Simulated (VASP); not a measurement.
## Geometry relaxation of ZnO (part 2 of 3)

Continued. System: ZnO (P6₃mc, 4 atoms in the cell). Method: Kohn-Sham DFT of a periodic cell, PBEsol, VASP PAW PBE potentials, recommended, no spin polarisation (VASP 6.6.1); cutoff 600 eV, 9×9×5 k-mesh, Gaussian smearing of 0.03 eV. The structure derives from an entry of the Crystallography Open Database.

Geometry of the input (Å; fractional positions):
```
3.2493  0.0000  0.0000
-1.6247  2.8140  0.0000
0.0000  0.0000  5.2057
Zn 0.3333  0.6667  0.5000
Zn 0.6667  0.3333  0.0000
O  0.6667  0.3333  0.3790
O  0.3333  0.6667  0.8790
```

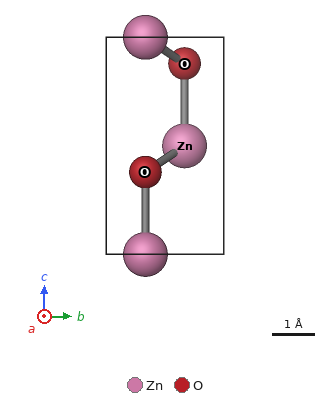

The starting structure (ball-and-stick view of the cell of the calculation, along the a axis).

Parts of OUTCAR, continued:
```
   k-points           NKPTS =     36   k-points in BZ     NKDIM =     36   number of bands    NBANDS=     22
   number of dos      NEDOS =    301   number of ions     NIONS =      4
   total plane-waves  NPLWV =  32928
   dimension x,y,z NGX =    28 NGY =   28 NGZ =   42
   dimension x,y,z NGXF=    56 NGYF=   56 NGZF=   84
   ions per type =               2   2
   NGX,Y,Z   is equivalent  to a cutoff of  14.33, 14.33, 13.41 a.u.
   NGXF,Y,Z  is equivalent  to a cutoff of  28.65, 28.65, 26.83 a.u.
 SYSTEM =  unknown system
   PREC   = accura    normal or accurate (medium, high low for compatibility)
   ISTART =      0    job   : 0-new  1-cont  2-samecut
   ICHARG =      2    charge: 1-file 2-atom 10-const
   ISPIN  =      1    spin polarized calculation?
   LNONCOLLINEAR =      F non collinear calculations
   LSORBIT =      F    spin-orbit coupling
   LASPH  =      T    aspherical Exc in radial PAW
   ENCUT  =  600.0 eV  44.10 Ry    6.64 a.u.   6.49  6.49 10.40*2*pi/ulx,y,z
   NELM   =     80;   NELMIN=  2; NELMDL= -5     # of ELM steps
   EDIFF  = 0.1E-05   stopping-criterion for ELM
   LREAL  =      F    real-space projection
   EDIFFG = -.1E-01   stopping-criterion for IOM
   NSW    =     90    number of steps for IOM
   IBRION =      2    ionic relax: 0-MD 1-quasi-New 2-CG
   NFREE  =      1    steps in history (QN), initial steepest desc. (CG)
   ISIF   =      3    stress and relaxation
   ISYM   =      2    0-nonsym 1-usesym 2-fastsym
   POTIM  = 0.5000    time-step for ionic-motion
   TEBEG  =    0.0;   TEEND  =   0.0 temperature during run
   PSTRESS=    0.0 pullay stress
   NELECT =      36.0000    total number of electrons
   NUPDOWN=      -1.0000    fix difference up-down
   EMIN   =  10.00;   EMAX   =-10.00  energy-range for DOS
   EFERMI =   0.00;   METHOD = LEGACY
   ISMEAR =     0;   SIGMA  =   0.03  broadening in eV -4-tet -1-fermi 0-gaus
   EFERMI_NEDOS =   21; number of points for ismear=-14 and -15
   IALGO  =     38    algorithm
   IMIX   =      4    mixing-type and parameters
     AMIX     =   0.40;   BMIX     =  1.00
     AMIX_MAG =   1.60;   BMIX_MAG =  1.00
  volume/ion in A,a.u.               =      11.90        80.30
  Fermi-wavevector in a.u.,A,eV,Ry     =   1.491574  2.818667 30.270160  2.224794
  Thomas-Fermi vector in A             =   2.604212
   LORBIT       =      0    0 simple, 1 ext, 2 COOP (PROOUT), +10 PAW based schemes
   GGA     = PS    functional components
   LHFCALC =     F    Hartree Fock is set to
   AEXX    =    0.0000 exact exchange contribution
   IVDW    =     0    specifies the selected vdW correction
   LEPSILON=     F    determine dielectric tensor
   LRPA    =     F    only Hartree local field effects (RPA)
 conjugate gradient relaxation of ions
 non-spin polarized calculation
 Gauss-broadening in eV      SIGMA  =   0.03
  energy-cutoff  :      600.00
  volume of cell :       47.60
 maximum number of plane-waves:      1605
 NGX is ok and might be reduce to    28
   NGX = 13   NGY = 13   NGZ = 21

--------------------------------------- Ionic step        1  -------------------------------------------

 number of electron      36.0000008 magnetization

 Free energy of the ion-electron system (eV)
  ---------------------------------------------------
  ext. energy  EPLUGINS =         0.00000000
  ---------------------------------------------------
  free energy    TOTEN  =       -19.41388192 eV

  energy without entropy =      -19.41388192  energy(sigma->0) =      -19.41388192

------------------------ aborting loop because EDIFF is reached ----------------------------------------

  FORCE on cell =-STRESS in cart. coord.  units (eV):
  Direction    XX          YY          ZZ          XY          YZ          ZX
  --------------------------------------------------------------------------------------
  -------------------------------------------------------------------------------------
  Total       -0.3667838     -0.3667838      0.1427937      0.0000000     -0.0000000      0.0000000
  in kB      -12.3460629    -12.3460629      4.8064834      0.0000000     -0.0000000      0.0000000
  external PRESSURE =      -6.6285474 kB  Pullay stress =       0.0000000 kB

 VOLUME and BASIS-vectors are now :
 -----------------------------------------------------------------------------
  energy-cutoff  :      600.00
  volume of cell :       47.60
      direct lattice vectors                 reciprocal lattice vectors
     3.249308000  0.000000000  0.000000000     0.307757836  0.177684070  0.000000000
    -1.624654000  2.813983273  0.000000000     0.000000000  0.355368139  0.000000000
     0.000000000  0.000000000  5.205709000     0.000000000  0.000000000  0.192096792

 POSITION                                       TOTAL-FORCE (eV/Angst)
 -----------------------------------------------------------------------------------
     -0.00000      1.87599      2.60285         0.000000     -0.000000     -0.065093
      1.62465      0.93799      0.00000        -0.000000      0.000000     -0.065093
      1.62465      0.93799      1.97302        -0.000000     -0.000000      0.065093
     -0.00000      1.87599      4.57587         0.000000      0.000000      0.065093
 -----------------------------------------------------------------------------------
    total drift:                                0.000000      0.000000     -0.000728

  FREE ENERGIE OF THE ION-ELECTRON SYSTEM (eV)
  ---------------------------------------------------
  free  energy   TOTEN  =       -19.4138819193 eV

  energy  without entropy=      -19.4138819193  energy(sigma->0) =      -19.41388192

--------------------------------------- Ionic step        2  -------------------------------------------

 number of electron      36.0000007 magnetization

------------------------ aborting loop because EDIFF is reached ----------------------------------------

  FORCE on cell =-STRESS in cart. coord.  units (eV):
  Direction    XX          YY          ZZ          XY          YZ          ZX
  --------------------------------------------------------------------------------------
  -------------------------------------------------------------------------------------
  Total        0.1571674      0.1571674      0.0631511      0.0000000      0.0000000      0.0000000
  in kB        5.3282464      5.3282464      2.1409301      0.0000000      0.0000000      0.0000000
  external PRESSURE =       4.2658076 kB  Pullay stress =       0.0000000 kB

 VOLUME and BASIS-vectors are now :
 -----------------------------------------------------------------------------
  energy-cutoff  :      600.00
  volume of cell :       47.26
      direct lattice vectors                 reciprocal lattice vectors
     3.234934178  0.000000000  0.000000000     0.309125301  0.178473575  0.000000000
    -1.617467089  2.801535178 -0.000000000    -0.000000000  0.356947151  0.000000000
     0.000000000 -0.000000000  5.214674205    -0.000000000  0.000000000  0.191766534

 POSITION                                       TOTAL-FORCE (eV/Angst)
 -----------------------------------------------------------------------------------
     -0.00000      1.86769      2.60419        -0.000000     -0.000000      0.032624
      1.61747      0.93385      5.21153         0.000000     -0.000000      0.032624
      1.61747      0.93385      1.97956         0.000000      0.000000     -0.032624
     -0.00000      1.86769      4.58690         0.000000      0.000000     -0.032624
 -----------------------------------------------------------------------------------
    total drift:                                0.000000     -0.000000     -0.005628

  FREE ENERGIE OF THE ION-ELECTRON SYSTEM (eV)
  ---------------------------------------------------
  free  energy   TOTEN  =       -19.4153163228 eV

  energy  without entropy=      -19.4153163228  energy(sigma->0) =      -19.41531632

--------------------------------------- Ionic step        3  -------------------------------------------

 number of electron      36.0000007 magnetization

------------------------ aborting loop because EDIFF is reached ----------------------------------------

  FORCE on cell =-STRESS in cart. coord.  units (eV):
  Direction    XX          YY          ZZ          XY          YZ          ZX
  --------------------------------------------------------------------------------------
  -------------------------------------------------------------------------------------
  Total       -0.0080852     -0.0080852      0.0698583      0.0000000      0.0000000      0.0000000
  in kB       -0.2735977     -0.2735977      2.3639486      0.0000000      0.0000000      0.0000000
  external PRESSURE =       0.6055844 kB  Pullay stress =       0.0000000 kB

 VOLUME and BASIS-vectors are now :
 -----------------------------------------------------------------------------
  energy-cutoff  :      600.00
  volume of cell :       47.35
      direct lattice vectors                 reciprocal lattice vectors
     3.238640201  0.000000000  0.000000000     0.308771564  0.178269346  0.000000000
    -1.619320101  2.804744688 -0.000000000    -0.000000000  0.356538691  0.000000000
     0.000000000 -0.000000000  5.212362693    -0.000000000  0.000000000  0.191851576

 POSITION                                       TOTAL-FORCE (eV/Angst)
 -----------------------------------------------------------------------------------
     -0.00000      1.86983      2.60385         0.000000     -0.000000      0.005951
      1.61932      0.93491      5.21003         0.000000     -0.000000      0.005951
      1.61932      0.93491      1.97787        -0.000000      0.000000     -0.005951
     -0.00000      1.86983      4.58405         0.000000      0.000000     -0.005951
 -----------------------------------------------------------------------------------
    total drift:                                0.000000      0.000000      0.002840

  FREE ENERGIE OF THE ION-ELECTRON SYSTEM (eV)
  ---------------------------------------------------
  free  energy   TOTEN  =       -19.4155013605 eV

  energy  without entropy=      -19.4155013605  energy(sigma->0) =      -19.41550136

--------------------------------------- Ionic step        4  -------------------------------------------

 number of electron      36.0000007 magnetization

------------------------ aborting loop because EDIFF is reached ----------------------------------------

  FORCE on cell =-STRESS in cart. coord.  units (eV):
  Direction    XX          YY          ZZ          XY          YZ          ZX
  --------------------------------------------------------------------------------------
  -------------------------------------------------------------------------------------
  Total        0.0237829      0.0237829      0.1083778      0.0000000      0.0000000      0.0000000
  in kB        0.8048906      0.8048906      3.6678551      0.0000000      0.0000000      0.0000000
  external PRESSURE =       1.7592121 kB  Pullay stress =       0.0000000 kB

 VOLUME and BASIS-vectors are now :
 -----------------------------------------------------------------------------
  energy-cutoff  :      600.00
  volume of cell :       47.34
      direct lattice vectors                 reciprocal lattice vectors
     3.238400281  0.000000000  0.000000000     0.308794440  0.178282553  0.000000000
    -1.619200140  2.804536911 -0.000000000    -0.000000000  0.356565106  0.000000000
     0.000000000 -0.000000000  5.212512336    -0.000000000  0.000000000  0.191846069

 POSITION                                       TOTAL-FORCE (eV/Angst)
 -----------------------------------------------------------------------------------
     -0.00000      1.86969      2.60387        -0.000000     -0.000000      0.008067
      1.61920      0.93485      5.21012         0.000000     -0.000000      0.008067
      1.61920      0.93485      1.97798         0.000000      0.000000     -0.008067
     -0.00000      1.86969      4.58424         0.000000      0.000000     -0.008067
 -----------------------------------------------------------------------------------
    total drift:                                0.000000      0.000000      0.003372

  FREE ENERGIE OF THE ION-ELECTRON SYSTEM (eV)
  ---------------------------------------------------
  free  energy   TOTEN  =       -19.4155016335 eV

  energy  without entropy=      -19.4155016335  energy(sigma->0) =      -19.41550163

--------------------------------------- Ionic step        5  -------------------------------------------

 number of electron      36.0000008 magnetization

------------------------ aborting loop because EDIFF is reached ----------------------------------------

  FORCE on cell =-STRESS in cart. coord.  units (eV):
  Direction    XX          YY          ZZ          XY          YZ          ZX
  --------------------------------------------------------------------------------------
  -------------------------------------------------------------------------------------
  Total       -0.0205083     -0.0205083     -0.0431828      0.0000000     -0.0000000      0.0000000
  in kB       -0.6931447     -0.6931447     -1.4595063      0.0000000     -0.0000000      0.0000000
  external PRESSURE =      -0.9485986 kB  Pullay stress =       0.0000000 kB

 VOLUME and BASIS-vectors are now :
```
